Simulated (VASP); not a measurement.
# GaN: exact exchange and RPA correlation, part 6 of 6

Aim: total energies of GaN from exact exchange and RPA correlation, beside cheaper functionals. The scan starts from a database cell, scaled to the smallest volume of the series. The cell is of the zinc-blende type, one of the forms listed for this formula. The start is a computed cell from the Materials Project.

VASP 6.6.1, plane waves and PAW; the level of theory is named at each step.

So far. Step 28 (Orbitals for comparison: HSE06, volume ratio 1.02): The run ends at a pressure of -9.70 GPa. Step 29 (Comparison: HSE06, volume ratio 1.02): Its energy is -7.3676 eV an atom, on a zero of its own.

## (30) Orbitals, volume ratio 1.06

This step: LDA; plane waves and PAW (Ga_d_GW, N_GW) (VASP 6.6.1).

The same chain follows at a volume ratio of 1.06.

File INCAR:

```
SYSTEM = GaN
PREC = Accurate
ENCUT = 470
EDIFF = 1E-08
NELM = 100
ISMEAR = 0
SIGMA = 0.05
LREAL = .FALSE.
ALGO = Normal
GGA = CA
NBANDS = 15
LORBIT = 11
LWAVE = .TRUE.
LCHARG = .FALSE.
KPAR = 4
```

File POSCAR:

```
GaN
1.0
    0.0000000000      2.2976981147      2.2976981147
    2.2976981147      0.0000000000      2.2976981147
    2.2976981147      2.2976981147      0.0000000000
Ga N
1 1
Direct
    0.0000000000      0.0000000000      0.0000000000
    0.2500000000      0.2500000000      0.2500000000
```

File KPOINTS:

```
Automatic mesh
0
Gamma
6 6 6
0 0 0
```

PAW data sets: Ga_d_GW and N_GW (LDA family, release 64).

Launch:

```bash
$ mpirun -np 4 vasp_std
```

What it wrote:

```text
[... set-up lines as in an earlier step ...]
 entering main loop
       N       E                     dE             d eps       ncg     rms          rms(c)
DAV:   1     0.112756074119E+03    0.11276E+03   -0.10492E+04   543   0.175E+03
DAV:   2    -0.834828678137E+01   -0.12110E+03   -0.11603E+03   529   0.357E+02
DAV:   3    -0.156093069681E+02   -0.72610E+01   -0.72143E+01   606   0.999E+01
DAV:   4    -0.157367862420E+02   -0.12748E+00   -0.12746E+00   565   0.145E+01
[...]
DAV:  12    -0.138450352887E+02   -0.15986E-06   -0.28165E-06   606   0.310E-02    0.148E-03
DAV:  13    -0.138450352907E+02   -0.19354E-08   -0.30484E-07   646   0.610E-03    0.252E-04
DAV:  14    -0.138450352815E+02    0.91559E-08   -0.56084E-09   373   0.134E-03
   1 F= -.13845035E+02 E0= -.13845035E+02  d E =-.446592E-22
 writing wavefunctions
```

It took 1.6 s on 4 MPI ranks of Intel Xeon 6975P-C (Granite Rapids), shared host; peak memory 0.46 GiB.

Parts of OUTCAR (step 30):

```text
  Total       -2.3456162     -2.3456162     -2.3456162      0.0000000      0.0000000     -0.0000000
  in kB     -154.9025759   -154.9025759   -154.9025759      0.0000000      0.0000000     -0.0000000
  external PRESSURE =    -154.9025759 kB  Pullay stress =       0.0000000 kB

 POSITION                                       TOTAL-FORCE (eV/Angst)
 -----------------------------------------------------------------------------------
      0.00000      0.00000      0.00000         0.000000      0.000000      0.000000
      1.14885      1.14885      1.14885        -0.000000     -0.000000     -0.000000
 -----------------------------------------------------------------------------------
    total drift:                                0.000001      0.000001      0.000001

  FREE ENERGIE OF THE ION-ELECTRON SYSTEM (eV)
  ---------------------------------------------------
  free  energy   TOTEN  =       -13.8450352815 eV

  energy  without entropy=      -13.8450352815  energy(sigma->0) =      -13.84503528

[... 1 part as in an earlier step ...]

[... 2 further parts left out ...]
[key lines of the parts left out:]
E-fermi :   4.5568
```

The printed pressure carries a basis-set error: in the mean of the scan, the starting functional's lies 1.2 GPa under the slope of its energy curve.

## (31) Exact exchange, volume ratio 1.06

This step: Hartree-Fock energy on LDA orbitals; plane waves and PAW (Ga_d_GW, N_GW) (VASP 6.6.1).

Exact exchange at this point.

File INCAR:

```
SYSTEM = GaN
PREC = Accurate
ENCUT = 470
ISMEAR = 0
SIGMA = 0.05
LREAL = .FALSE.
GGA = CA
NBANDS = 15
ALGO = Eigenval
NELM = 1
LHFCALC = .TRUE.
AEXX = 1
ALDAC = 0
AGGAC = 0
PRECFOCK = Normal
LWAVE = .FALSE.
LCHARG = .FALSE.
```

POSCAR is that of step 30.

KPOINTS is that of step 30.

The WAVECAR or CHGCAR of an earlier step is read.

Launch:

```bash
$ mpirun -np 4 vasp_std
```

What it wrote:

```text
[... set-up lines as in an earlier step ...]
 entering main loop
       N       E                     dE             d eps       ncg     rms          rms(c)
EIG:   1    -0.226015098852E+02   -0.22602E+02    0.00000E+00     0   0.000E+00
   1 F= -.22601510E+02 E0= -.22601510E+02  d E =-.788671E-31
```

Run time: 35 s. Hardware: 4 MPI ranks; peak memory 0.42 GiB.

OUTCAR, selected parts (step 31):

```text
 POSITION                                       TOTAL-FORCE (eV/Angst)
 -----------------------------------------------------------------------------------
      0.00000      0.00000      0.00000         0.000000      0.000000     -0.000000
      1.14885      1.14885      1.14885        -0.000000     -0.000000      0.000000
 -----------------------------------------------------------------------------------
    total drift:                                0.000001      0.000001      0.000001

  FREE ENERGIE OF THE ION-ELECTRON SYSTEM (eV)
  ---------------------------------------------------
  free  energy   TOTEN  =       -22.6015098852 eV

  energy  without entropy=      -22.6015098852  energy(sigma->0) =      -22.60150989

[... 2 parts as in an earlier step ...]

[... 1 further part left out ...]
[key lines of the parts left out:]
E-fermi :   4.6259
```

The Hartree-Fock energy on these orbitals is -11.3008 eV an atom.

## (32) Empty bands, volume ratio 1.06

This step: LDA; plane waves and PAW (Ga_d_GW, N_GW) (VASP 6.6.1).

The empty bands are made again, for the run that follows.

File INCAR:

```
SYSTEM = GaN
PREC = Accurate
ENCUT = 470
ISMEAR = 0
SIGMA = 0.05
LREAL = .FALSE.
GGA = CA
NBANDS = 568
ALGO = Exact
NELM = 1
LWAVE = .TRUE.
LCHARG = .FALSE.
LOPTICS = .TRUE.
NEDOS = 1000
CSHIFT = 0.1
```

POSCAR is that of step 31.

KPOINTS is that of step 31.

Launch:

```bash
$ mpirun -np 4 vasp_std
```

What it wrote:

```text
[banner, memory and clock lines left out]
running    4 mpi-ranks, on    1 nodes
[...]
LDA part: xc-table for (Slater(with rela. corr.)+CA(PZ))
 , standard interpolation
 found WAVECAR, reading the header
  number of bands has changed, file:    15 present:   568
  trying to continue reading WAVECAR, but it might fail
 POSCAR, INCAR and KPOINTS ok, starting setup
[...]
reading WAVECAR
 random initialization beyond band           15
 the WAVECAR file was read successfully
 initial charge from wavefunction
 entering main loop
       N       E                     dE             d eps       ncg     rms          rms(c)
DIA:   1    -0.138450352794E+02   -0.13845E+02    0.00000E+00     0   0.000E+00
   1 F= -.13845035E+02 E0= -.13845035E+02  d E =-.116113E-12
 writing wavefunctions
 optical routines
 imaginary and real dielectric function
 recalculating local potential from charge density
 direction            1
 direction            2
 direction            3
```

Run time: 3.4 s. Hardware: 4 MPI ranks; peak memory 0.58 GiB; 12 s of CPU time.

Parts of OUTCAR (step 32):

```text
  Total       -2.3454777     -2.3454777     -2.3454777     -0.0000000      0.0000000     -0.0000000
  in kB     -154.8934267   -154.8934267   -154.8934267     -0.0000000      0.0000000     -0.0000000
  external PRESSURE =    -154.8934267 kB  Pullay stress =       0.0000000 kB

  FREE ENERGIE OF THE ION-ELECTRON SYSTEM (eV)
  ---------------------------------------------------
  free  energy   TOTEN  =       -13.8450352794 eV

  energy  without entropy=      -13.8450352794  energy(sigma->0) =      -13.84503528

[... 2 parts as in an earlier step ...]

[... 2 further parts left out ...]
[key lines of the parts left out:]
E-fermi :   4.4608
```

WAVECAR now holds 568 bands for 18 electrons.

## (33) RPA correlation, volume ratio 1.06

This step: RPA correlation on LDA orbitals; plane waves and PAW (Ga_d_GW, N_GW) (VASP 6.6.1).

RPA correlation at this point.

File INCAR:

```
SYSTEM = GaN
PREC = Accurate
ENCUT = 470
ISMEAR = 0
SIGMA = 0.05
LREAL = .FALSE.
GGA = CA
NBANDS = 568
ALGO = ACFDT
ENCUTGW = 200
NOMEGA = 12
PRECFOCK = Fast
LWAVE = .FALSE.
LCHARG = .FALSE.
```

POSCAR is that of step 32.

KPOINTS is that of step 32.

Launch:

```bash
$ mpirun -np 4 vasp_std
```

What it wrote:

```text
[banner, memory and clock lines left out]
running    4 mpi-ranks, on    1 nodes
[...]
LDA part: xc-table for (Slater(with rela. corr.)+CA(PZ))
 , standard interpolation
 found WAVECAR, reading the header
 POSCAR, INCAR and KPOINTS ok, starting setup
[...]
reading WAVECAR
 the WAVECAR file was read successfully
 initial charge from wavefunction
 available memory per node:    266.65 GB, setting MAXMEM to    273052

 The Fermi energy was updated, please check that it is located mid-gap
 values below the HOMO (VB) or above the LUMO (CB) will cause erroneous energies
 E-fermi :   4.9106

 the WAVEDER file was read successfully
 set NWRITE>2 for more details about minimax calculation
 number of imaginary grid points requested:      12
 number of distinct grids requested:  1
 quadrature errors minimized for energies in [ 0.137E+01, 0.473E+03 ]
 bosonic grid (T=0, re) determined with error: 0.9299E-07
 bosonic grid (re): 0.9299E-07
       0.3313       1.0815       2.1263       3.7799       6.5820
[...]
NQ=  10    0.3333    0.3333    0.0000,
|.........|.........|.........|.........
 performed     130370000 updates of chi_q(r,r)
 total number of BLAS operations      25603.23 Gflops
NQ=  11    0.5000    0.3333    0.0000,
|.........|.........|.........|.........
 performed     143407000 updates of chi_q(r,r)
 total number of BLAS operations      28012.97 Gflops
NQ=  12   -0.3333    0.3333    0.0000,
|.........|.........|.........|.........
 performed     156444000 updates of chi_q(r,r)
 total number of BLAS operations      30818.20 Gflops
NQ=  13    0.5000    0.5000    0.0000,
|.........|.........|.........|.........
 performed     169481000 updates of chi_q(r,r)
 total number of BLAS operations      33164.94 Gflops
NQ=  14    0.5000    0.3333    0.1667,
|.........|.........|.........|.........
 performed     182518000 updates of chi_q(r,r)
 total number of BLAS operations      35511.68 Gflops
NQ=  15   -0.3333    0.3333    0.1667,
|.........|.........|.........|.........
 performed     195555000 updates of chi_q(r,r)
 total number of BLAS operations      38049.91 Gflops
NQ=  16   -0.3333    0.5000    0.1667,
|.........|.........|.........|.........
 performed     208592000 updates of chi_q(r,r)
 total number of BLAS operations      40653.65 Gflops
 entering main loop
```

The job ended after 4.2 min (4 MPI ranks; peak memory 1.8 GiB).

OUTCAR, selected parts (step 33):

```text
      cutoff energy     smooth cutoff   RPA   correlation   Hartree contr. to MP2
---------------------------------------------------------------------------------
            200.000           160.000      -17.7449817805      -29.3887992880
            190.476           152.381      -17.5278952426      -29.0580612470
            181.406           145.125      -17.2965636978      -28.7039426249
            172.768           138.214      -17.0512596182      -28.3272774838
            164.541           131.632      -16.7935638837      -27.9307083929
            156.705           125.364      -16.5246624729      -27.5164793910
            149.243           119.394      -16.2442102453      -27.0842720255
            142.136           113.709      -15.9564937514      -26.6410247365
  linear regression

[... 2 parts as in an earlier step ...]

[... 2 further parts left out ...]
[key lines of the parts left out:]
E-fermi :   4.9106
```

Extrapolated by the program to an infinite response cutoff, the correlation energy is -10.203 eV an atom, -16 meV against the point before. With exact exchange the total is -21.5033 eV an atom.

## (34) Comparison: r2SCAN, volume ratio 1.06

This step: r2SCAN; plane waves and PAW (Ga_d_GW, N_GW) (VASP 6.6.1).

The comparison at this point.

File INCAR:

```
SYSTEM = GaN
PREC = Accurate
ENCUT = 470
EDIFF = 1E-06
NELM = 100
ISMEAR = 0
SIGMA = 0.05
LREAL = .FALSE.
ALGO = Normal
METAGGA = R2SCAN
LASPH = .TRUE.
NBANDS = 15
LWAVE = .FALSE.
LCHARG = .FALSE.
KPAR = 4
```

POSCAR is that of step 33.

KPOINTS is that of step 33.

Launch:

```bash
$ mpirun -np 4 vasp_std
```

What it wrote:

```text
[... set-up lines as in an earlier step ...]
 entering main loop
       N       E                     dE             d eps       ncg     rms          rms(c)
DAV:   1    -0.304959127513E+02   -0.30496E+02   -0.10793E+04   543   0.180E+03
DAV:   2    -0.154807584821E+03   -0.12431E+03   -0.11906E+03   536   0.368E+02
DAV:   3    -0.162248336639E+03   -0.74408E+01   -0.73987E+01   606   0.104E+02
DAV:   4    -0.162386421114E+03   -0.13808E+00   -0.13806E+00   579   0.153E+01
[...]
DAV:  11    -0.156982403303E+03    0.18158E-04   -0.16502E-04   648   0.469E-01    0.144E-02
DAV:  12    -0.156982401657E+03    0.16457E-05   -0.13233E-05   755   0.125E-01    0.223E-03
DAV:  13    -0.156982401830E+03   -0.17223E-06   -0.11582E-06   412   0.206E-02
   1 F= -.15698240E+03 E0= -.15698240E+03  d E =-.442813E-22
```

Run time: 5.4 s. Hardware: 4 MPI ranks; peak memory 0.51 GiB.

From OUTCAR (step 34):

```text
  Total       -1.5111242     -1.5111242     -1.5111242     -0.0000000      0.0000000      0.0000000
  in kB      -99.7934062    -99.7934062    -99.7934062     -0.0000000      0.0000000      0.0000000
  external PRESSURE =     -99.7934062 kB  Pullay stress =       0.0000000 kB

 POSITION                                       TOTAL-FORCE (eV/Angst)
 -----------------------------------------------------------------------------------
      0.00000      0.00000      0.00000         0.000000      0.000000      0.000000
      1.14885      1.14885      1.14885        -0.000000     -0.000000     -0.000000
 -----------------------------------------------------------------------------------
    total drift:                                0.000367      0.000367      0.000361

  FREE ENERGIE OF THE ION-ELECTRON SYSTEM (eV)
  ---------------------------------------------------
  free  energy   TOTEN  =      -156.9824018297 eV

  energy  without entropy=     -156.9824018297  energy(sigma->0) =     -156.98240183

[... 2 parts as in an earlier step ...]

[... 1 further part left out ...]
[key lines of the parts left out:]
E-fermi :   4.6455
```

Its energy is -78.4912 eV an atom, on a zero of its own.

## (35) Orbitals for comparison: HSE06, volume ratio 1.06

This step: LDA; plane waves and PAW (Ga_d_GW, N_GW) (VASP 6.6.1).

Starting orbitals, as before.

File INCAR:

```
SYSTEM = GaN
PREC = Accurate
ENCUT = 470
EDIFF = 1E-05
NELM = 100
ISMEAR = 0
SIGMA = 0.05
LREAL = .FALSE.
ALGO = Normal
GGA = CA
NBANDS = 15
LORBIT = 11
LWAVE = .TRUE.
LCHARG = .FALSE.
KPAR = 4
```

POSCAR is that of step 34.

KPOINTS is that of step 34.

Launch:

```bash
$ mpirun -np 4 vasp_std
```

What it wrote:

```text
[... set-up lines as in an earlier step ...]
 entering main loop
       N       E                     dE             d eps       ncg     rms          rms(c)
[... 10 cycles as in an earlier step ...]
DAV:  11    -0.138450347181E+02    0.40664E-05   -0.26437E-05   563   0.123E-01
   1 F= -.13845035E+02 E0= -.13845035E+02  d E =-.288827E-11
 writing wavefunctions
```

Elapsed: 1.2 s, on 4 MPI ranks; peak memory 0.46 GiB; 2.8 s of CPU time.

From OUTCAR (step 35):

```text
  Total       -2.3217572     -2.3217572     -2.3217572     -0.0000000      0.0000000     -0.0000000
  in kB     -153.3269475   -153.3269475   -153.3269475     -0.0000000      0.0000000     -0.0000000
  external PRESSURE =    -153.3269475 kB  Pullay stress =       0.0000000 kB

 POSITION                                       TOTAL-FORCE (eV/Angst)
 -----------------------------------------------------------------------------------
      0.00000      0.00000      0.00000         0.000000      0.000000      0.000000
      1.14885      1.14885      1.14885        -0.000000     -0.000000     -0.000000
 -----------------------------------------------------------------------------------
    total drift:                                0.000001      0.000001      0.000000

  FREE ENERGIE OF THE ION-ELECTRON SYSTEM (eV)
  ---------------------------------------------------
  free  energy   TOTEN  =       -13.8450347181 eV

  energy  without entropy=      -13.8450347181  energy(sigma->0) =      -13.84503472

[... 2 parts as in an earlier step ...]

[... 1 further part left out ...]
[key lines of the parts left out:]
E-fermi :   4.4436
```

The run ends at a pressure of -15.33 GPa.

## (36) Comparison: HSE06, volume ratio 1.06

This step: HSE06; plane waves and PAW (Ga_d_GW, N_GW) (VASP 6.6.1).

The comparison at this point.

File INCAR:

```
SYSTEM = GaN
PREC = Accurate
ENCUT = 470
EDIFF = 1E-06
NELM = 100
ISMEAR = 0
SIGMA = 0.05
LREAL = .FALSE.
ALGO = Normal
LHFCALC = .TRUE.
AEXX = 0.25
GGA = PE
HFSCREEN = 0.2
LASPH = .TRUE.
NBANDS = 15
PRECFOCK = Fast
LWAVE = .FALSE.
LCHARG = .FALSE.
KPAR = 4
```

POSCAR is that of step 35.

KPOINTS is that of step 35.

The WAVECAR or CHGCAR of an earlier step is read.

Launch:

```bash
$ mpirun -np 4 vasp_std
```

What it wrote:

```text
[... set-up lines as in an earlier step ...]
 entering main loop
       N       E                     dE             d eps       ncg     rms          rms(c)
DAV:   1    -0.147268280766E+02   -0.14727E+02   -0.12112E+00   648   0.343E+01    0.108E+00
DAV:   2    -0.146971095722E+02    0.29719E-01   -0.15202E-01   691   0.114E+01    0.586E-01
DAV:   3    -0.146920955083E+02    0.50141E-02   -0.20726E-02   662   0.334E+00    0.318E-01
DAV:   4    -0.146919371504E+02    0.15836E-03   -0.14169E-03   648   0.539E-01    0.195E-01
[...]
DAV:   8    -0.146915537997E+02    0.83582E-05   -0.36872E-06   669   0.354E-02    0.186E-02
DAV:   9    -0.146915507712E+02    0.30285E-05   -0.10582E-06   345   0.183E-02    0.109E-02
DAV:  10    -0.146915500516E+02    0.71964E-06   -0.55457E-07   338   0.102E-02
   1 F= -.14691550E+02 E0= -.14691550E+02  d E =-.150975E-20
```

Run time: 64 s. Hardware: 4 MPI ranks; peak memory 0.89 GiB.

From OUTCAR (step 36):

```text
 POSITION                                       TOTAL-FORCE (eV/Angst)
 -----------------------------------------------------------------------------------
      0.00000      0.00000      0.00000        -0.000000      0.000000     -0.000000
      1.14885      1.14885      1.14885         0.000000     -0.000000      0.000000
 -----------------------------------------------------------------------------------
    total drift:                                0.000095      0.000077      0.000067

  FREE ENERGIE OF THE ION-ELECTRON SYSTEM (eV)
  ---------------------------------------------------
  free  energy   TOTEN  =       -14.6915500516 eV

  energy  without entropy=      -14.6915500516  energy(sigma->0) =      -14.69155005

[... 2 parts as in an earlier step ...]

[... 1 further part left out ...]
[key lines of the parts left out:]
E-fermi :   4.0879
```

Its energy is -7.3458 eV an atom, on a zero of its own.

## (37) Summary

This step: exact exchange and RPA correlation on LDA orbitals, beside r2SCAN, beside HSE06; plane waves and PAW (VASP 6.6.1).

No new run; the numbers come from the runs before.

This step gave:

| Item | Value |
| --- | --- |
| equilibrium volume, EXX+RPA | 11.56 Å³/atom |
| bulk modulus | 189.9 GPa |

Table of energy above the lowest point by volume; values in meV/atom:

| volume (Å³/atom) | LDA | EXX | EXX+RPA | r2SCAN | HSE06 |
| --- | --- | --- | --- | --- | --- |
| 10.528 | 21.3 | 45.8 | 65.2 | 54.2 | 46.8 |
| 10.986 | 0 | 7.59 | 18.0 | 12.6 | 9.57 |
| 11.329 | 1.13 | 0 | 1.98 | 0 | 0 |
| 11.673 | 14.6 | 7.81 | 0 | 0.922 | 3.78 |
| 12.130 | 47.9 | 38.1 | 14.4 | 19.2 | 25.6 |

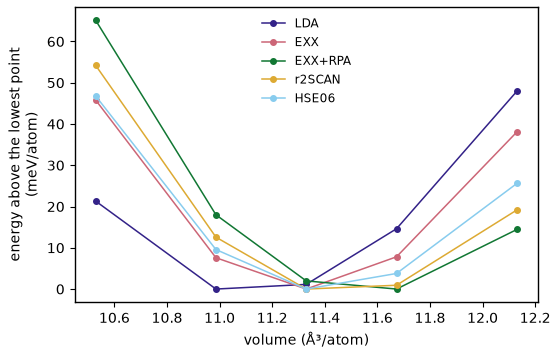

Energy above the lowest point, plotted against volume.

Cost is wall time times ranks on a shared host; the EXX and RPA rows hold the orbitals run too, the hybrid row not its starting run, and runs of a few seconds are mostly start-up. Fits of the equation of state:

| level | V0 (Å³/atom) | B0 (GPa) | fit error (meV/atom) | minimum inside the series | cost a point (core minutes) |
| --- | --- | --- | --- | --- | --- |
| LDA | 11.12 | 203.6 | 0.03946 | yes | 0.13 |
| EXX | 11.32 | 235.4 | 0.02754 | yes | 3.58 |
| EXX+RPA | 11.56 | 189.9 | 0.06514 | yes | 25.46 |
| r2SCAN | 11.48 | 192.9 | 0.03305 | yes | 0.51 |
| HSE06 | 11.4 | 196.4 | 0.03929 | yes | 6.07 |

## (38) What came out

```
LDA     : V0 11.12 Å³/atom, B0 204 GPa
EXX     : V0 11.32 Å³/atom, B0 235 GPa
EXX+RPA : V0 11.56 Å³/atom, B0 190 GPa
r2SCAN  : V0 11.48 Å³/atom, B0 193 GPa
HSE06   : V0 11.40 Å³/atom, B0 196 GPa
```

In words: Exact exchange with RPA correlation puts the minimum at 11.56 Å³ an atom, with a bulk modulus of 190 GPa. LDA puts the volume 3.8 % below EXX+RPA, at roughly 1/196 of its cost. r2SCAN puts the volume 0.72 % below EXX+RPA, at roughly 1/50 of its cost. HSE06 puts the volume 1.4 % below EXX+RPA, at roughly 1/4 of its cost. Correlation widens the exact-exchange volume by 2.1 %. Mesh, ENCUT and response cutoff weren't varied, and the extrapolation in the response cutoff changes with the volume, so small differences in volume between the levels aren't resolved. Exact exchange and correlation are taken on one coarse mesh and aren't self-consistent; the correlation energy is extrapolated in the response cutoff by the program, which at the first volume adds -1352 meV an atom to the value at the highest cutoff and varies with the volume; a small fit error says nothing about that part. NBANDS follows the largest plane-wave count of any k point, which rises in steps with the volume. The cheaper functionals share the mesh, and the fits are third-order Birch-Murnaghan curves. The printed pressures lie 1.2 GPa under the slope of the LDA energy curve, so ENCUT isn't converged for this cell and volumes and moduli carry an error from it. Not tabulated here, as repeats of values shown or as unfit to read for their mesh, reference level or band range: eps2 curves (empty bands); eps1 curves and static values (empty bands); gaps (empty bands).

[Lines on the potential files, build, host, timing and source positions are cut from VASP's logs without a mark.]

[Logs are printed without paths, hosts, clocks, repeated set-up lines and the standing remarks that a program may print on its own settings, such as how far it seeks lower states.]

[Hosts, paths, dates, database ids (printed as entryN), source tags and the programs' standing remarks are cut or masked in the printed files.]

[Pressures printed for these runs are not shown converged in the cutoff: they can be off by several GPa and have the wrong sign.]
